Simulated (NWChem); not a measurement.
**C3H8S (SMILES CCCS) at B3LYP/def2-SVP**

What is the electronic atomisation energy of C3H8S at B3LYP/def2-SVP? 

Program for the calculation: NWChem 7.3.0.

4 further runs of the same task are left out: 4 that didn't finish.

### 1 The molecule

The species is C3H8S (12 atoms), meant as a singlet with charge 0. As SMILES, `CCCS`. The shape is that of a PBE0-D4/def2-TZVP optimisation. This is one conformer, not always the lowest.

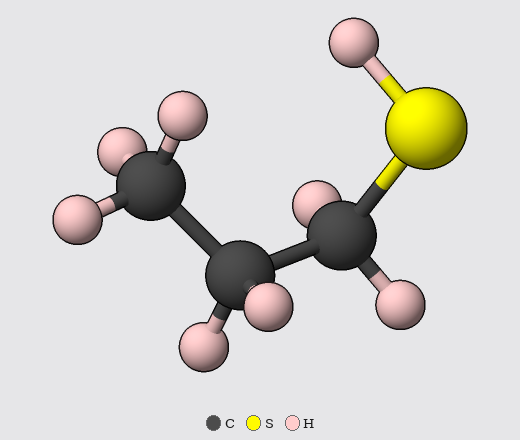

Viewed from a chosen angle; carbon dark grey, sulfur yellow, hydrogen pink.

### 2 The energy at B3LYP/def2-SVP (run 1)

Input file run.nw:

```
start run
title "C3H8S"
memory stack 880 mb heap 220 mb global 1100 mb
charge 0
geometry units angstrom noautosym nocenter noautoz
  C     -1.283300    -0.379200    -0.272800
  C      0.045200    -0.724800     0.373600
  C      1.180600     0.206600    -0.015700
  S      1.010700     1.918500     0.559900
  H     -1.199600    -0.359800    -1.363700
  H     -1.640700     0.599300     0.056300
  H     -2.049500    -1.112000    -0.012100
  H      0.337600    -1.742000     0.086700
  H     -0.058900    -0.723300     1.462800
  H      2.117600    -0.129200     0.434600
  H      1.332400     0.212800    -1.097800
  H      0.025600     2.287900    -0.272500
end
basis spherical bse
  * library def2-SVP
end
dft
  xc b3lyp
  grid fine
  convergence energy 1e-08
  maxiter 100
  mulliken
  noprint "final vectors analysis"
end
task dft energy
```

Started as:

```console
$ nwchem run.nw > run.out
```

Log (excerpt; [...] marks lines left out):

```text
[...]
          Wavefunction type:  closed shell.
          No. of atoms     :    12
          No. of electrons :    42
[...]
          Charge           :     0
          Spin multiplicity:     1
[...]
          AO basis - number of functions:   100
[...]
              XC Information
              --------------
                         B3LYP Method XC Potential
                     Hartree-Fock (Exact) Exchange  0.200
                        Slater Exchange Functional  0.800 local
                    Becke 1988 Exchange Functional  0.720 non-local
              Lee-Yang-Parr Correlation Functional  0.810
                  VWN I RPA Correlation Functional  0.190 local
[...]
 d= 0,ls=0.0,diis     1   -517.0913547834 -6.84D+02  7.22D-03  3.45D-01     2.2
[...]
 d= 0,ls=0.0,diis    10   -517.1338183945 -1.87D-10  7.34D-08  2.91D-11    19.1
         Total DFT energy =     -517.133818394484
      One electron energy =    -1040.394481137261
           Coulomb energy =      401.075238269174
    Exchange-Corr. energy =      -44.981095343504
 Nuclear repulsion energy =      167.166519817107
[...]
      Total Density - Mulliken Population Analysis
     ---------------------------------------------
    Atom       Charge   Shell Charges
 -----------   ------   -------------------------------------------------------
    1 C    6     6.00   1.98  0.90  0.10  2.14  0.84  0.03
    2 C    6     5.96   1.98  0.92  0.08  2.13  0.80  0.04
    3 C    6     6.11   1.99  0.93  0.17  2.10  0.88  0.04
    4 S   16    16.09   2.00  1.98  1.25  0.62  5.93  1.84  2.41  0.07
    5 H    1     1.00   0.75  0.22  0.02
    6 H    1     1.00   0.75  0.22  0.02
    7 H    1     0.99   0.75  0.22  0.02
    8 H    1     1.00   0.76  0.22  0.02
    9 H    1     0.99   0.75  0.22  0.02
   10 H    1     0.96   0.75  0.19  0.02
[...]
```

It took 20 s on 1 thread of Intel Xeon 6975P-C (Granite Rapids), shared host; peak memory 0.12 GiB.

### 3 The C atom, same level (run 2)

Input file struct.nw:

```
start struct
title "C"
memory stack 880 mb heap 220 mb global 1100 mb
charge 0

geometry units angstrom noautosym nocenter noautoz
 C      0.000000     0.000000     0.000000
end

basis spherical bse
 * library def2-SVP
end

dft
 xc b3lyp
 mult 3
 grid fine
 convergence energy 1e-08
 iterations 100
 mulliken
 noprint "final vectors analysis"
end

task dft
```

Run the same way, it converges to -37.81406 Eh (log not shown).

Run 3 isn't shown in full; the table further down has it.

### 4 The S atom, same level (run 4)

Input file mymol.nw:

```
start mymol
memory stack 880 mb heap 220 mb global 1100 mb
charge 0

geometry units bohr noautosym nocenter noautoz
   S    0.00000000   0.00000000   0.00000000
end

basis spherical bse
   S library def2-SVP
end

dft
   xc b3lyp
   mult 3
   grid fine
   convergence energy 1e-08
   maxiter 100
   mulliken
   print low
end

task dft energy
```

Started as:

```console
$ nwchem mymol.nw > mymol.out
```

Log (excerpt; [...] marks lines left out):

```text
[...]
 d= 0,ls=0.0,diis     1   -397.9845417424 -3.98D+02  1.20D-02  3.11D-02     0.1
[...]
 d= 0,ls=0.0,diis     6   -397.9951597516 -8.12D-10  4.29D-07  1.28D-11     0.3
[...]
         Total DFT energy =     -397.995159751561
      One electron energy =     -549.473935916974
           Coulomb energy =      177.133687515065
    Exchange-Corr. energy =      -25.654911349652
 Nuclear repulsion energy =        0.000000000000
[...]
      Total Density - Mulliken Population Analysis
     ---------------------------------------------
    Atom       Charge   Shell Charges
 -----------   ------   -------------------------------------------------------
    1 S   16    16.00   2.00  1.99  1.34  0.67  5.92  1.67  2.41  0.00
     --------------------------------------------
      Spin Density - Mulliken Population Analysis
     --------------------------------------------
    Atom       Charge   Shell Charges
 -----------   ------   -------------------------------------------------------
    1 S   16     2.00   0.00  0.00  0.02 -0.03  0.02  0.81  1.17  0.00
[...]
      <S2> =      2.0021 (Exact =     2.0000)
[...]
```

Run time: 0.86 s. Hardware: 1 thread of Intel Xeon 6975P-C (Granite Rapids), shared host; peak memory 0.1 GiB.

### 5 All runs side by side

```tsv
run	level	partner	energy (Eh)	wall time
1	B3LYP/def2-SVP	base	-517.133818	20 s
2	UB3LYP/def2-SVP	atoms	-37.814061	0.74 s
3	UB3LYP/def2-SVP	atoms	-0.501259	0.62 s
4	UB3LYP/def2-SVP	atoms	-397.995160	0.86 s
```

### 6 What came out

Level: B3LYP/def2-SVP.

| quantity | value |
| --- | --- |
| S atom: total energy | -397.99516 Eh |
| S atom: ⟨S²⟩ | 2.002 |
| electronic atomisation energy | 45.889 eV |

In words: Taking the molecule apart into free atoms costs 45.89 eV (1058 kcal/mol), before zero-point energy and without spin-orbit coupling. All runs together took 22 s, the longest 20 s.
